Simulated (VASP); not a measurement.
**AlN: a changed input and its effect**

System: AlN (2 atoms in the cell).
Method of run 1: DFT, PBE, plane waves, PAW (VASP 6.6.1).

The structure was built on a prototype by a generator. The geometry comes from this level: r2SCAN (a point of a series of strains). 

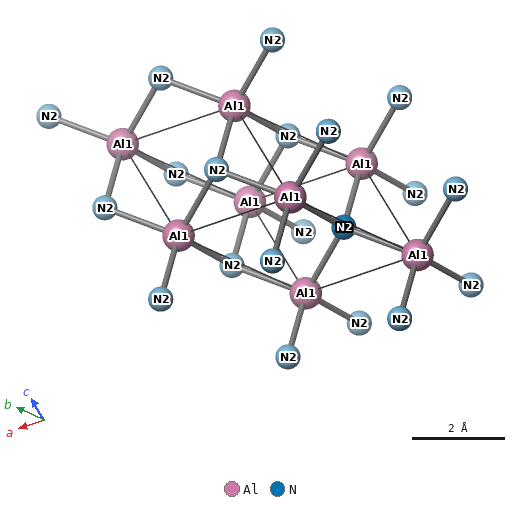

Fig. 1: The structure (ball-and-stick view of the reduced cell, seen at an oblique angle; neighbours outside the cell are drawn fainter; atoms are numbered from 1 in the order of the input).

## INCAR, run 1
```
ENCUT = 520.000000
SIGMA = 0.020000
EDIFF = 1.00e-07
GGA = PE
PREC = Accurate
IBRION = -1
ISIF = 2
ISMEAR = -1
NBANDS = 11
NELM = 120
NSW = 0
LASPH = .TRUE.
LCHARG = .FALSE.
LWAVE = .FALSE.
LREAL = .FALSE.
```

## KPOINTS, run 1
```
KPOINTS created by Atomic Simulation Environment
0
Gamma
10 10 10
0 0 0
```

## KPOINTS_OPT, run 1
```
special points
6
Reciprocal
0.0000000000 0.0000000000 0.0000000000 1
-0.5000000000 -0.5000000000 0.0000000000 1
-0.3750000000 -0.3750000000 0.2500000000 1
-0.3750000000 0.0000000000 0.3750000000 1
0.0000000000 0.0000000000 0.5000000000 1
-0.5000000000 -0.2500000000 0.2500000000 1
```

## POSCAR, run 1
```
Al N
 1.0000000000000000
    -0.0033865584750001    2.1848764208250002    2.1848764208249616
     2.1848764208250002   -0.0033865584750001    2.1848764208249616
     2.1814898623999999    2.1814898623999999    0.0000000000499223
 Al  N
   1   1
Cartesian
  0.0000000000000102  0.0000000000000102 -0.0008878935846620
  1.0907449311874897  1.0907449311874897  1.0933261040096234
```

Launched with:
```bash
mpirun -np 1 vasp_std
```

Hardware: 1 CPU thread, shared host.

## OSZICAR and lines of OUTCAR (run 1)
```
N       E                     dE             d eps       ncg     rms          rms(c)
DAV:   1     0.110392426225E+02    0.11039E+02   -0.38332E+03  3858   0.603E+02
DAV:   2    -0.163194225605E+02   -0.27359E+02   -0.26200E+02  4520   0.139E+02
DAV:   3    -0.172143568741E+02   -0.89493E+00   -0.89368E+00  4598   0.234E+01
DAV:   4    -0.172192064687E+02   -0.48496E-02   -0.48493E-02  4266   0.188E+00
DAV:   5    -0.172192648405E+02   -0.58372E-04   -0.58371E-04  4569   0.199E-01    0.862E+00
DAV:   6    -0.148510332192E+02    0.23682E+01   -0.11863E+01  4441   0.173E+01    0.283E+00
DAV:   7    -0.148475436104E+02    0.34896E-02   -0.17112E-01  4179   0.323E+00    0.206E+00
DAV:   8    -0.148424539937E+02    0.50896E-02   -0.28443E-02  4068   0.159E+00    0.584E-01
DAV:   9    -0.148410028529E+02    0.14511E-02   -0.41596E-03  4560   0.382E-01    0.233E-01
DAV:  10    -0.148410458160E+02   -0.42963E-04   -0.41139E-04  4068   0.131E-01    0.212E-02
DAV:  11    -0.148410584184E+02   -0.12602E-04   -0.12332E-05  4440   0.264E-02    0.161E-02
DAV:  12    -0.148410583213E+02    0.97068E-07   -0.40049E-07  4329   0.472E-03
   1 F= -.14841058E+02 E0= -.14841058E+02  d E =-.730398E-11
       N       E                     dE             ncg
DAV:   1     0.212958063905E+04   -0.16982E+04      132
DAV:   2     0.198598644778E+04   -0.14359E+03      155
DAV:   3     0.198173015987E+04   -0.42563E+01      165
DAV:   4     0.198170416495E+04   -0.25995E-01      147
DAV:   5     0.198170380253E+04   -0.36242E-03      168
DAV:   6     0.198170379615E+04   -0.63806E-05      152
DAV:   7     0.198170379603E+04   -0.11537E-06      160
DAV:   8     0.198170379603E+04   -0.21528E-08      118
[... from OUTCAR:]
   NELECT =       8.0000    total number of electrons
 E-fermi :   6.3774
  free  energy   TOTEN  =       -14.8410583213 eV
  energy  without entropy=      -14.8410583213  energy(sigma->0) =      -14.84105832
```

The input of run 2 differs as follows (lines with − go, lines with + come):
```diff
-SIGMA = 0.020000
+SIGMA = 0.010000
-GGA = PE
+ALGO = Normal
+METAGGA = R2SCAN
-ISMEAR = -1
+ISMEAR = 0
```

How does run 2 compare with run 1?

The total energies belong to different methods, so their difference says nothing on which is more stable or more accurate. The gap on the mesh goes from 3.30 to 3.92 eV. The pressure goes from 4.33 to −0.38 GPa. The functional changes from PBE to R2SCAN. The SCF takes 14 iterations against 12.

## OSZICAR and lines of OUTCAR (run 2)
```
N       E                     dE             d eps       ncg     rms          rms(c)
DAV:   1     0.585313686743E+01    0.58531E+01   -0.39553E+03  3850   0.622E+02
DAV:   2    -0.225665960058E+02   -0.28420E+02   -0.27210E+02  4525   0.144E+02
DAV:   3    -0.235083200475E+02   -0.94172E+00   -0.94039E+00  4595   0.245E+01
DAV:   4    -0.235138004125E+02   -0.54804E-02   -0.54800E-02  4272   0.203E+00
DAV:   5    -0.235138726380E+02   -0.72225E-04   -0.72225E-04  4578   0.224E-01    0.887E+00
DAV:   6    -0.190455408284E+02    0.44683E+01   -0.87277E+00  4385   0.148E+01    0.360E+00
DAV:   7    -0.191589634630E+02   -0.11342E+00   -0.42988E-01  4359   0.452E+00    0.239E+00
DAV:   8    -0.191813591198E+02   -0.22396E-01   -0.46759E-02  3918   0.188E+00    0.686E-01
DAV:   9    -0.191794573008E+02    0.19018E-02   -0.74111E-03  4527   0.529E-01    0.169E-01
DAV:  10    -0.191796085258E+02   -0.15123E-03   -0.54096E-04  4191   0.161E-01    0.294E-02
DAV:  11    -0.191795999792E+02    0.85466E-05   -0.39023E-05  4599   0.386E-02    0.138E-02
DAV:  12    -0.191795994577E+02    0.52153E-06   -0.29786E-06  4086   0.143E-02    0.345E-03
DAV:  13    -0.191796004548E+02   -0.99707E-06   -0.28690E-07  4392   0.352E-03    0.157E-03
DAV:  14    -0.191796003862E+02    0.68531E-07   -0.72016E-09  2322   0.836E-04
   1 F= -.19179600E+02 E0= -.19179600E+02  d E =-.585220E-28
       N       E                     dE             ncg
DAV:   1     0.211387480330E+04   -0.17139E+04      132
DAV:   2     0.196262383966E+04   -0.15125E+03      155
DAV:   3     0.195819541106E+04   -0.44284E+01      165
DAV:   4     0.195816513649E+04   -0.30275E-01      147
DAV:   5     0.195816464947E+04   -0.48702E-03      165
DAV:   6     0.195816463976E+04   -0.97070E-05      158
DAV:   7     0.195816463957E+04   -0.19851E-06      162
DAV:   8     0.195816463956E+04   -0.42064E-08      129
[... from OUTCAR:]
   NELECT =       8.0000    total number of electrons
 E-fermi :   5.7679
  free  energy   TOTEN  =       -19.1796003862 eV
  energy  without entropy=      -19.1796003862  energy(sigma->0) =      -19.17960039
```

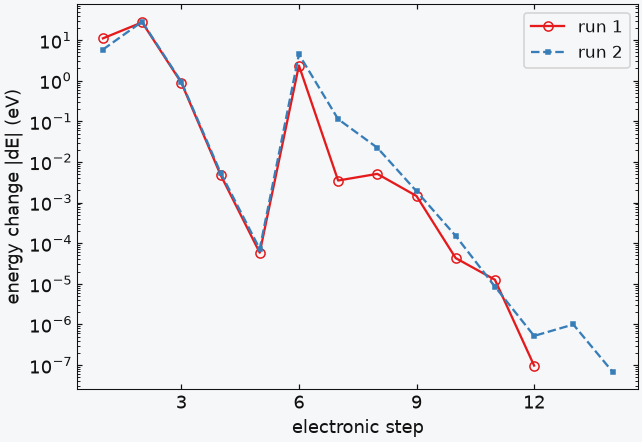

Fig. 2: Convergence of the two runs: energy change |dE| against the electronic step. Run 1 takes 12 steps in all, and run 2 takes 14.

## The two runs side by side

| quantity | run 1 | run 2 |
| --- | --- | --- |
| outcome | converged | converged |
| free energy per atom (eV) | −7.4205 | −9.5898 |
| gap on the mesh (eV) | 3.30 | 3.92 |
| pressure (GPa) | 4.33 | −0.38 |
| largest force (eV/Å) | 0.003 | 0.000 |
| SCF iterations | 12 | 14 |
| irreducible k-points | 171 | 171 |
